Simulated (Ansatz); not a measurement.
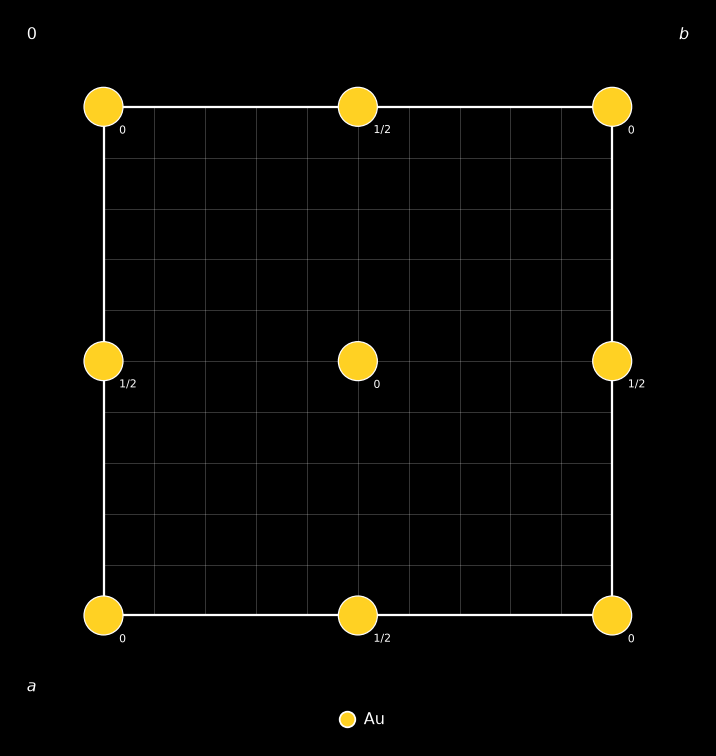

Plan of a unit cell projected along c (a down the page, b across); the numbers are heights as fractions of c, and atoms on the cell's edges are repeated. The grid marks tenths of a and b. Source: coordinates from a relaxation with DFT r2SCAN, scalar-relativistic, plane waves, PAW (Ansatz 0.2.0); the starting structure was generated, so it need not be a known form of this composition. All values are computed from the atomic coordinates in the standard setting (tolerance 0.002 Å).

a = 4.125 Å, b = 4.125 Å, c = 4.125 Å, α = 90.00°, β = 90.00°, γ = 90.00°.

What does the cell contain?

Answer. 4 Au: Au, Z = 4.

Give the fractional coordinates of all atoms, to two places.

Answer.
```tsv
atom	x	y	z
Au	0.00	0.00	0.00
Au	0.00	0.50	0.50
Au	0.50	0.00	0.50
Au	0.50	0.50	0.00
```
